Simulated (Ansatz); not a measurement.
# Single-point calculation of B$_{3}$N$_{2}$

B$_{3}$N$_{2}$ (5 atoms in the cell), computed with DFT PBE, scalar-relativistic, plane waves, PAW, spin-polarised (Ansatz 0.2.0).

The structure was made by a generator, so it may or may not be a known phase. Figures and captions count atoms from 1; the log counts them from 0 in places.

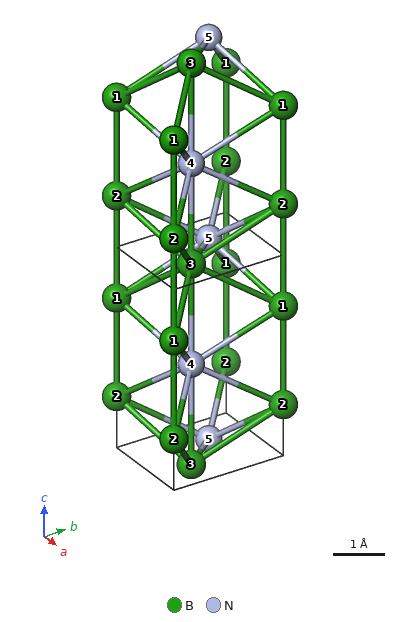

Fig. 1: The input geometry (ball-and-stick view of the cell of the calculation, repeated 1 × 1 × 2, seen slightly off an axis; atoms are numbered from 1 in the order of the input). An atom can appear more than once, as a periodic image. Near neighbours in the periodic cell (some may lie outside the picture): B has 5 B at 2.04 to 2.22 Å and 6 N at 2.20 to 2.22 Å; B has 6 B at 2.22 Å and 5 N at 1.95 to 2.08 Å; N has 8 B at 2.08 to 2.20 Å; N has 9 B at 1.95 to 2.22 Å.

Input file
```yaml
crystal:
  lattice:
    - [3.38306908, 0.0, 0.0]
    - [-1.69153454, 2.92982377, 0.0]
    - [0.0, 0.0, 4.15428624]
  atoms:
    - { symbol: B, position: [0.0, 0.0, 0.74540001] }
    - { symbol: B, position: [0.0, 0.0, 0.25459999] }
    - { symbol: B, position: [0.66666667, 0.33333333, 0.0] }
    - { symbol: "N", position: [0.66666667, 0.33333333, 0.5], spin: 1.0 }
    - { symbol: "N", position: [0.33333333, 0.66666667, 0.0], spin: 1.0 }
basis:
  ecutwfc: 420
kpoints:
  mp_grid: { grid: [6, 6, 4] }
hamiltonian:
  xc: pbe
scf:
  occupations: { method: gaussian, width: 0.1 }
  lower_state_search: "off"
output:
  forces: true
  stress: true
  eigenvalues: true
  populations: true
magnetization:
  spin_polarized: true
```

Run on 1 thread of Intel Xeon @ 2.50GHz (Skylake/Cascade Lake), 189 GiB of memory available, shared host.

Run as:
```bash
ansatz run input.yaml --threads 1 --pin off --max-ram 2560MiB --backend cpu --events-out ev --progress --plain --runs-dir out
```

What the program printed
```
Engine: ansatz 0.2.0, x86_64-unknown-linux-gnu
Pseudopotentials: kind: paw
Pseudopotential: B, paw, valence charge 3, recommended cutoff 420 eV (normal), B.paw.azcp
Pseudopotential: N, paw, valence charge 5, recommended cutoff 420 eV (normal), N.paw.azcp
Functional definition: PBE
  parameter kappa = 0.804
  parameter beta = 0.06672455060314922
  exchange = pbe_x(kappa = kappa, mu = beta*pi^2/3)
  correlation = pbe_c(beta = beta)
Crystal: 5 atoms, lattice volume = 41.176 Å³
Basis set: ecut = 420 eV, 805 PW (Γ), exchange–correlation on 48×48×60 points (8 copies of the dense FFT grid, shifted against one another)
Bands: 16, of which v1, the nominal top of the filled ones, is band 10 counted from 1 (9 counted from 0)
Symmetry: 12 space group operations
Space group: P-6m2 (ITA 187), of the structure as read, at distance tolerance 3.5e-5 Å
Magnetic group: BNS 187.209 (UNI 1439), of the structure as read, at distance tolerance 3.5e-5 Å
k-points: 21 of 144 (time reversal used)
Non-local potential: B, projectors of the file, l = 0: 2, l = 1: 2, l = 2: 1
Non-local potential: N, projectors of the file, l = 0: 2, l = 1: 2, l = 2: 1
PAW form: soft (Blöchl's): semilocal exchange-correlation on the pseudo side does not see the compensation charge
PAW one-centre angular grid: B, 110 points (default); XC on 64 Gauss nodes
PAW one-centre angular grid: N, 110 points (default); XC on 64 Gauss nodes
Initial density: superposition of atomic densities (chi_scale 0.1, normalization cell, long waves kept (reshape's long-wave potential 0.04 eV rms))
Starting moments: Σ|m| = 2 μB on 2 of 5 sites
Initial wavefunctions: pseudopotential atomic-orbital guess
Functional: x = pbe(κ = 0.804, μ = 0.2195149727645171), c = pbe(β = 0.06672455060314922)
SCF iter   1: F=—  HF=-1224.144594 eV  |F-HF|=—  |Δ(HF+E_count)|=         —  Δρ=4.46e-2 (↑4.09e-2 ↓4.46e-2)  dr2=8.28e-1  dr2_m=4.98e-1  M=0.489 μB ∫|m|=0.636 μB  β_m=0.30  ethr=3.10e-3  ⟨swp⟩=5.1  Hψ=3184  notcnv=0
preconditioner: auto → none  [metal: Δε(μ)=0.031 eV  Ē_g=10.693 eV  σ=0.100 eV  W_gap=0.17  n_scr=8 (ndim 8)  ℏωp=25.2 eV  f_vac=0.000  D(μ)=1.74/eV (n_scr^D=20)  sad-step TF]
SCF iter   2: F=—  HF=-1224.234669 eV  |F-HF|=—  |Δ(HF+E_count)|=   9.01e-2  Δρ=3.29e-2 (↑3.09e-2 ↓3.29e-2)  dr2=2.77e-1  dr2_m=2.98e-1  M=0.446 μB ∫|m|=0.536 μB  β_m=0.30  ethr=3.10e-3  ⟨swp⟩=1.4  Hψ=1030  notcnv=0  defer=2
SCF iter   3: F=—  HF=-1224.303376 eV  |F-HF|=—  |Δ(HF+E_count)|=   6.87e-2  Δρ=2.43e-2 (↑2.43e-2 ↓2.35e-2)  dr2=1.68e-1  dr2_m=1.84e-1  M=0.409 μB ∫|m|=0.447 μB  β_m=0.30  ethr=1.46e-3  ⟨swp⟩=1.9  Hψ=725  notcnv=0  defer=50
SCF iter   4: F=—  HF=-1224.336499 eV  |F-HF|=—  |Δ(HF+E_count)|=   3.31e-2  Δρ=1.71e-2 (↑1.61e-2 ↓1.71e-2)  dr2=5.76e-3  dr2_m=1.03e-1  M=0.426 μB ∫|m|=0.439 μB  β_m=0.30  ethr=8.83e-4  ⟨swp⟩=2.5  Hψ=995  notcnv=0  defer=56
SCF iter   5: F=—  HF=-1224.367860 eV  |F-HF|=—  |Δ(HF+E_count)|=   3.14e-2  Δρ=1.35e-2 (↑1.35e-2 ↓1.31e-2)  dr2=1.47e-3  dr2_m=6.65e-2  M=0.391 μB ∫|m|=0.397 μB  β_m=0.30  ethr=3.03e-5  ⟨swp⟩=2.1  Hψ=1162  notcnv=0  defer=53
SCF iter   6: F=—  HF=-1224.388055 eV  |F-HF|=—  |Δ(HF+E_count)|=   2.02e-2  Δρ=1.06e-2 (↑1.06e-2 ↓1.05e-2)  dr2=4.86e-4  dr2_m=4.22e-2  M=0.369 μB ∫|m|=0.373 μB  β_m=0.30  ethr=7.74e-6  ⟨swp⟩=2.0  Hψ=1009  notcnv=0  defer=53
SCF iter   7: F=—  HF=-1224.400443 eV  |F-HF|=—  |Δ(HF+E_count)|=   1.24e-2  Δρ=8.75e-3 (↑8.75e-3 ↓8.63e-3)  dr2=1.89e-4  dr2_m=2.85e-2  M=0.337 μB ∫|m|=0.339 μB  β_m=0.30  ethr=2.56e-6  ⟨swp⟩=2.0  Hψ=1028  notcnv=0  defer=53
SCF iter   8: F=—  HF=-1224.408612 eV  |F-HF|=—  |Δ(HF+E_count)|=   8.17e-3  Δρ=7.18e-3 (↑7.18e-3 ↓7.07e-3)  dr2=2.11e-4  dr2_m=1.91e-2  M=0.313 μB ∫|m|=0.314 μB  β_m=0.30  ethr=9.96e-7  ⟨swp⟩=2.0  Hψ=1054  notcnv=0  defer=53
SCF iter   9: F=—  HF=-1224.414016 eV  |F-HF|=—  |Δ(HF+E_count)|=   5.40e-3  Δρ=5.86e-3 (↑5.72e-3 ↓5.86e-3)  dr2=1.75e-4  dr2_m=1.26e-2  M=0.296 μB ∫|m|=0.297 μB  β_m=0.30  ethr=9.96e-7  ⟨swp⟩=2.0  Hψ=1036  notcnv=0  defer=53
Mixer restart at iter 9: flushing history
spin-set hold released at iteration 9 (site moments contracting): the magnetisation degrees of freedom join the quasi-Newton model from the next iteration; the mixer history was flushed
SCF iter  10: F=—  HF=-1224.417659 eV  |F-HF|=—  |Δ(HF+E_count)|=   3.64e-3  Δρ=5.06e-3 (↑5.06e-3 ↓4.81e-3)  dr2=5.96e-4  dr2_m=9.12e-3  M=0.271 μB ∫|m|=0.272 μB  β_m=0.65  ethr=9.20e-7  ⟨swp⟩=2.0  Hψ=1014  notcnv=0  defer=53
SCF iter  11: F=—  HF=-1224.430414 eV  |F-HF|=—  |Δ(HF+E_count)|=   1.28e-2  Δρ=5.38e-3 (↑4.62e-3 ↓5.38e-3)  dr2=6.03e-2  dr2_m=1.66e-3  M=0.244 μB ∫|m|=0.244 μB  β_m=0.15  ethr=9.20e-7  ⟨swp⟩=3.3  Hψ=1372  notcnv=0  defer=53  recentre
SCF iter  12: F=—  HF=-1224.421863 eV  |F-HF|=—  |Δ(HF+E_count)|=   8.55e-3  Δρ=3.44e-3 (↑3.41e-3 ↓3.44e-3)  dr2=7.51e-6  dr2_m=4.42e-3  M=0.240 μB ∫|m|=0.240 μB  β_m=0.41  ethr=9.20e-7  ⟨swp⟩=2.9  Hψ=1385  notcnv=0  defer=56
SCF iter  13: F=—  HF=-1224.426467 eV  |F-HF|=—  |Δ(HF+E_count)|=   4.60e-3  Δρ=1.03e-3 (↑7.87e-4 ↓1.03e-3)  dr2=9.45e-5  dr2_m=3.06e-4  M=0.141 μB ∫|m|=0.141 μB  β_m=0.68  ethr=3.95e-8  ⟨swp⟩=3.1  Hψ=1574  notcnv=0  defer=55
SCF iter  14: F=—  HF=-1224.427060 eV  |F-HF|=—  |Δ(HF+E_count)|=   5.93e-4  Δρ=7.27e-4 (↑7.27e-4 ↓5.72e-4)  dr2=2.03e-4  dr2_m=1.31e-4  M=0.099 μB ∫|m|=0.099 μB  β_m=0.78  ethr=3.95e-8  ⟨swp⟩=3.2  Hψ=1381  notcnv=0  defer=55
SCF iter  15: F=—  HF=-1224.427477 eV  |F-HF|=—  |Δ(HF+E_count)|=   4.17e-4  Δρ=6.53e-4 (↑4.86e-4 ↓6.53e-4)  dr2=4.83e-4  dr2_m=3.19e-5  M=0.046 μB ∫|m|=0.046 μB  β_m=0.64  ethr=3.95e-8  ⟨swp⟩=3.1  Hψ=1381  notcnv=0  defer=55
SCF iter  16: F=—  HF=-1224.427432 eV  |F-HF|=—  |Δ(HF+E_count)|=   4.55e-5  Δρ=2.17e-4 (↑2.17e-4 ↓1.73e-4)  dr2=8.03e-6  dr2_m=1.31e-5  M=0.035 μB ∫|m|=0.035 μB  β_m=0.82  ethr=3.95e-8  ⟨swp⟩=2.8  Hψ=1165  notcnv=0  defer=55
SCF iter  17: F=—  HF=-1224.427486 eV  |F-HF|=—  |Δ(HF+E_count)|=   5.41e-5  Δρ=1.55e-4 (↑1.05e-4 ↓1.55e-4)  dr2=2.03e-5  dr2_m=3.34e-6  M=0.018 μB ∫|m|=0.018 μB  β_m=0.82  ethr=3.95e-8  ⟨swp⟩=2.0  Hψ=1038  notcnv=0  defer=55
SCF iter  18: F=—  HF=-1224.427494 eV  |F-HF|=—  |Δ(HF+E_count)|=   8.36e-6  Δρ=5.89e-5 (↑5.89e-5 ↓4.03e-5)  dr2=1.06e-6  dr2_m=7.78e-7  M=0.006 μB ∫|m|=0.006 μB  β_m=0.88  ethr=3.95e-8  ⟨swp⟩=2.0  Hψ=1032  notcnv=0  defer=55
SCF iter  19: F=—  HF=-1224.427496 eV  |F-HF|=—  |Δ(HF+E_count)|=   2.34e-6  Δρ=3.57e-5 (↑1.95e-5 ↓3.57e-5)  dr2=8.17e-7  dr2_m=1.53e-7  M=0.002 μB ∫|m|=0.002 μB  β_m=0.79  ethr=5.60e-9  ⟨swp⟩=2.0  Hψ=1041  notcnv=0  defer=55
SCF iter  20: F=—  HF=-1224.427497 eV  |F-HF|=—  |Δ(HF+E_count)|=   1.81e-7  Δρ=1.59e-5 (↑1.59e-5 ↓8.87e-6)  dr2=1.72e-7  dr2_m=3.90e-8  M=0.001 μB ∫|m|=0.001 μB  β_m=0.86  ethr=4.30e-9  ⟨swp⟩=2.4  Hψ=975  notcnv=0  defer=55
SCF iter  21: F=—  HF=-1224.427497 eV  |F-HF|=—  |Δ(HF+E_count)|=   8.15e-8  Δρ=9.00e-6 (↑5.97e-6 ↓9.00e-6)  dr2=1.33e-7  dr2_m=6.84e-9  M=0.001 μB ∫|m|=0.001 μB  β_m=0.67  ethr=5.26e-10  ⟨swp⟩=7.6  Hψ=2477  notcnv=0
iter 22 did not close the SCF: its close was put off for a magnetic moment that had not settled (scf_convergence_deferred on its scf_iter line)
SCF iter  22: F=-1224.427497 eV  HF=-1224.427497 eV  |F-HF|=2.92e-8  |Δ(HF+E_count)|=   2.58e-9  Δρ=4.80e-6 (↑3.28e-6 ↓4.80e-6)  dr2=3.52e-8  dr2_m=2.45e-9  M=0.000 μB ∫|m|=0.000 μB  β_m=0.83  ethr=5.26e-10  ⟨swp⟩=2.0  Hψ=1862  notcnv=0
iter 23 did not close the SCF: its close was put off for a magnetic moment that had not settled (scf_convergence_deferred on its scf_iter line)
SCF iter  23: F=-1224.427497 eV  HF=-1224.427497 eV  |F-HF|=3.60e-9  |Δ(HF+E_count)|=   4.36e-9  Δρ=1.61e-6 (↑1.17e-6 ↓1.61e-6)  dr2=4.30e-9  dr2_m=2.81e-10  M=0.000 μB ∫|m|=0.000 μB  β_m=0.81  ethr=1.85e-10  ⟨swp⟩=1.9  Hψ=1900  notcnv=0
SCF iter  24: F=-1224.427497 eV  HF=-1224.427497 eV  |F-HF|=1.27e-10  |Δ(HF+E_count)|=  5.42e-10  Δρ=3.12e-7 (↑2.85e-7 ↓3.12e-7)  dr2=1.56e-10  dr2_m=8.68e-12  M=0.000 μB ∫|m|=0.000 μB  ethr=2.26e-11  ⟨swp⟩=1.1  Hψ=1867  notcnv=0
WARN: the starting moments were not kept: the SCF closed with an absolute magnetisation of 2.5e-5 μB, where they sum to 2 μB in size (2 sites). That is at most 0.1 of that sum. Measured as dr2_m measures the in/out step, that magnetisation stands 1.0e-10 eV from none, at or under the dr2_threshold of 1.0e-7 eV: it is no larger than a step whose dr2_m would equal this threshold. The system may hold no moment; this SCF shows only that its start led to no more than that. To try another start: raise the starting moments (crystal.atoms[].spin, magnetization.per_species, magnetization.initial_magnetization, or on a non-collinear deck that types none of these the spinor_matrix: blocks that start its atoms; where the total moment is fixed, keep their sum and leave initial_magnetization as it is; typed ones take the place of any that the run laid by itself, positive ones on a crystal's lanthanoids without a Hubbard term where scf.initial_density.shell_occupations: [] is typed) or, if the notice of its spin-set hold's release reads "site moments contracting" or "site moments show no strong build", lengthen the hold (scf.mixing.spin_hold: { on: { confirm: 4 } }; for m-r²SCAN on two components see the key's manual first). Each may lead to a state that holds a moment. A second SCF, from the converged charge density, with the starting moments and any scf.initial_density.shell_occupations laid on it anew, would have followed, and was not run: the deck does not ask for one (magnetization.retry_lost_moments is false, the default). To let it run, set magnetization.retry_lost_moments: true and run the deck again, where that key's refused combinations let it; where memory then withholds it, that run's warning says so.
SCF 1 converged in 24 iterations: F = -1224.427497 eV  dr2 = 1.56e-10
  greatest PAW one-centre occupation: 0.844 electrons in one spin orbital (limit 2), on the N atom at site 4 (counted from 0), in its partial waves of l = 0
```

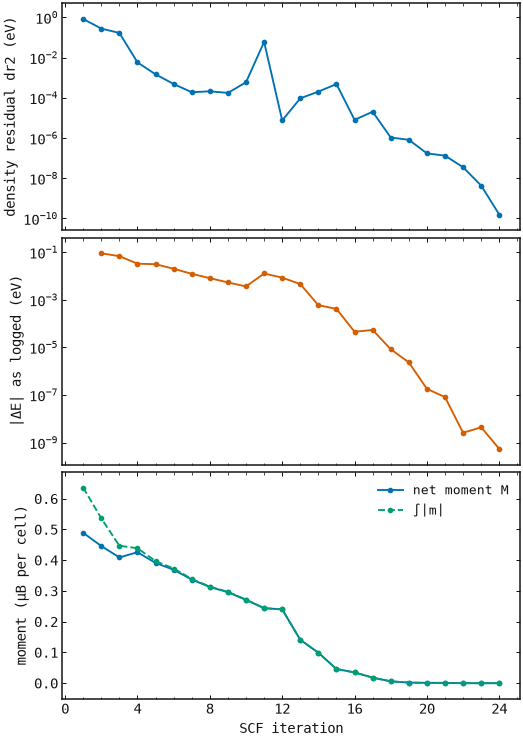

Fig. 2: Convergence of the self-consistent field: density residual dr2, size of the energy change and magnetic moment against the SCF iteration. The residual falls unevenly and jumps up by a factor of two or more 6 times on the way down. The net moment goes from 0.5 to 0.0 μB per cell, and ∫|m| falls to zero.

```
SCF converged after 24 iterations
Magnetization: 0.0000 μB (9.5000 up, 9.5000 down)
Absolute magnetization: 0.0000 μB (∫|ρ↑−ρ↓|, with the PAW one-centre terms)
Spin contamination: 0.0000 ħ² per cell (⟨S²⟩ above its minimum at these occupations)
Per-site moments (μB) at R_I (Å): [(3.0513324538626406e-6, 0.8410560549920615), (3.0513324535779155e-6, 0.8410560549920615), (3.822941782645409e-6, 0.8057015362051766), (6.550942923675643e-6, 0.8568215370000001), (1.963705041426369e-6, 0.8057015362051766)]
Free energy (F): -1224.427497 eV
Harris-Foulkes:  -1224.427497 eV  (|F-HF|=1.27e-10)
Internal energy: -1224.410121 eV  (E = F + TS)
E sigma→0 (E₀):  -1224.418809 eV
Entropy (-TS):   -0.017376 eV (-3.475 meV/atom)
Fermi energy:    8.935543 eV
--- Per-component energies (eV) ---
  E_band       = 26.791484
  E_kinetic    = 365.645483
  E_local      = -379.472140  (includes V_loc(G=0)·N_el)
  E_nonlocal   = 130.317586
  E_hartree    = 102.773822
  E_xc         = -206.291095
  E_vxc        = -253.880662  (∫ρ·V_xc dr)
  E_paw        = -485.737831  (= ΣΔE_a)
  E_vpaw       = -41.366732  (= ΣTr[D̂ρ^β])
  E_aug_tail   = 0.000155  (compensation charges beyond the density's cutoff)
  E_ewald      = -751.646101
  E_smearing   = -0.017376  (= −TS)
  E_closure    = 0.000000  (closes the sum)
  Σ components = -1224.427497   (vs F -1224.427497, Δ=0.00e0)
--- Forces (eV/Å), atoms counted from 1 ---
  atom   1  B     -0.00000000     0.00000000    -0.93830701
  atom   2  B     -0.00000000     0.00000000     0.93830701
  atom   3  B      0.00000000    -0.00000000    -0.00000000
  atom   4  N      0.00000000    -0.00000000    -0.00000000
  atom   5  N      0.00000000    -0.00000000    -0.00000000
  max |Σ_I F_I| component: 8.79e-16 eV/Å
--- Stress (GPa, compression-positive) ---
      -23.604752       0.000000      -0.000000
        0.000000     -23.604752      -0.000000
       -0.000000      -0.000000     -39.974028
  P = ⅓ Tr σ = -29.0612 GPa (-290.612 kbar)
--- Band table (eV; the first three rows and the last of 42) ---
  k-point 0 ↑: bands = ["-9.5510", "-5.3487", "0.0606", "4.1691", "4.1994", "4.1994", "4.9628", "4.9628", "5.5572", "7.8302", "9.3698", "9.3698", "11.5672", "12.6601", "12.6601", "13.2617"]
  k-point 1 ↑: bands = ["-9.2167", "-6.2873", "1.1560", "4.0175", "4.3235", "4.3235", "5.2667", "5.2667", "5.8865", "7.6071", "8.4896", "8.4896", "11.3724", "12.0703", "12.0703", "14.0250"]
  k-point 2 ↑: bands = ["-8.6211", "-7.3419", "2.3150", "3.5872", "4.4402", "4.4402", "5.8133", "5.8133", "6.8927", "6.9374", "7.4605", "7.4605", "11.6488", "11.6488", "11.9629", "12.0570"]
  k-point 20 ↓: bands = ["-6.4829", "-5.9465", "-1.8812", "-1.8143", "0.0649", "2.0931", "6.9713", "7.8575", "9.1520", "9.3829", "9.3829", "10.6534", "12.9464", "13.1441", "14.1964", "14.5526"]
--- Löwdin populations: 5 sites ---
  site symbol       q [e]    m [muB]
     0      B      2.7532     0.0000
     1      B      2.7532     0.0000
     2      B      2.7883     0.0000
     3      N      5.2631     0.0000
     4      N      5.3194     0.0000
  spilling = 0.006465 (of n_electrons = 19.000000)
```

File populations.tsv
```
# site	symbol	l	j	q_up	q_dn
# orbitals = lowdin
# n_electrons = 19.000000
# spilling = 0.006465
0	B	0_2S	-	0.477629	0.477627
0	B	1_2P	-	0.898989	0.898986
1	B	0_2S	-	0.477629	0.477627
1	B	1_2P	-	0.898989	0.898986
2	B	0_2S	-	0.418143	0.418140
2	B	1_2P	-	0.975985	0.975983
3	N	0_2S	-	0.866979	0.866978
3	N	1_2P	-	1.764571	1.764564
4	N	0_2S	-	0.863133	0.863132
4	N	1_2P	-	1.796553	1.796552
```

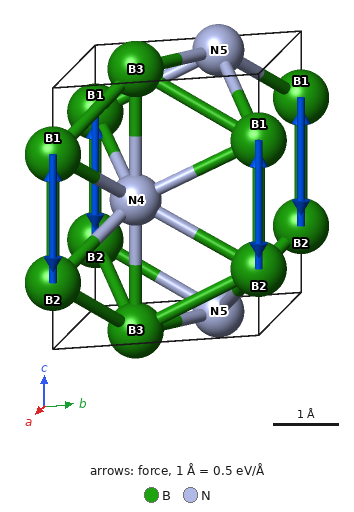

Fig. 3: Forces on the atoms as blue arrows (ball-and-stick view of the cell of the calculation, seen slightly off an axis; atoms are numbered from 1 in the order of the input). The largest act on B1, B2 (0.94 eV/Å). The geometry is not a stationary point of this energy.

Key numbers

- outcome: converged
- space group (tolerance 0.01 Å): P-6m2 (187)
- electrons treated: 19
- free energy: −1224.4275 eV
- Fermi energy: 8.936 eV
- gap on the k-point mesh: none (metallic)
- net moment of the cell: 0.00 μB
- integrated absolute moment: 0.00 μB
- pressure: −29.06 GPa
- largest force (length of the vector): 0.938 eV/Å
- wall time: 17 s
- peak memory: 0.32 GiB

Remarks

Warnings of the run: some starting moments were not kept. The cell is under a tension of 29 GPa at this level, so it is not at its equilibrium volume.
